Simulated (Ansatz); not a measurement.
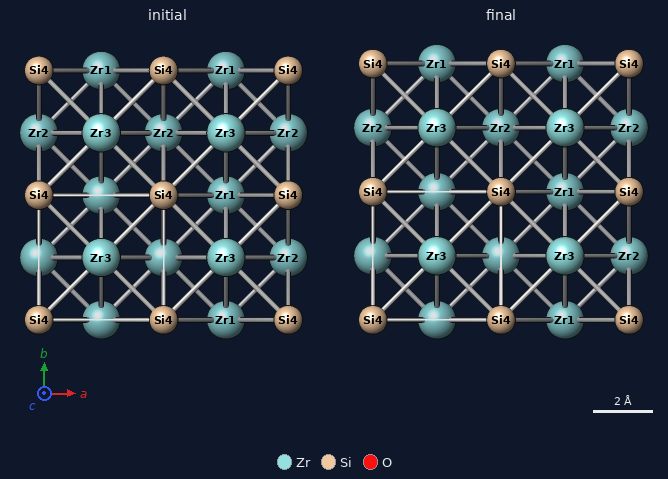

The structure of a crystal of Zr₃SiO (a generated structure, set up in Pm-3m) (coarse preliminary run) before (left) and after (right) a relaxation, at one scale.

Style: ball-and-stick. Shown: the cell of the calculation, repeated 2 × 2 × 1 with one cell outlined, along the c axis.

Method: DFT PBE, scalar-relativistic, plane waves, PAW (Ansatz). Settings: plane-wave cutoff 420 eV; k-point mesh 4 × 4 × 4; occupations gaussian; smearing width 0.1 eV; no spin polarisation; cell and atoms relaxed; force threshold 0.04 eV/Å; at most 70 steps.

**Describe what moved and what it gained.**

After 3 accepted moves (4 points after the start) the energy has fallen by 57.6 meV per atom. All forces vanish by symmetry, so only the cell relaxes. Pressure: 14.64 GPa at the start and 0.25 GPa at the end. At 1 point the geometry stayed and the basis and grid were re-selected for the new cell (energy shift of 2.0 meV per atom at most each time). The atoms keep their places relative to the cell (all moves are under 0.005 Å). Cell: a = b = c 4.276 → 4.394 Å (+2.8 %). Volume +8.5 %. Some distances before and after: Zr–Zr 3.024 → 3.107 Å, Si–Zr 3.024 → 3.107 Å, O–Zr 2.138 → 2.197 Å. The space group stays Pm-3m (No. 221).
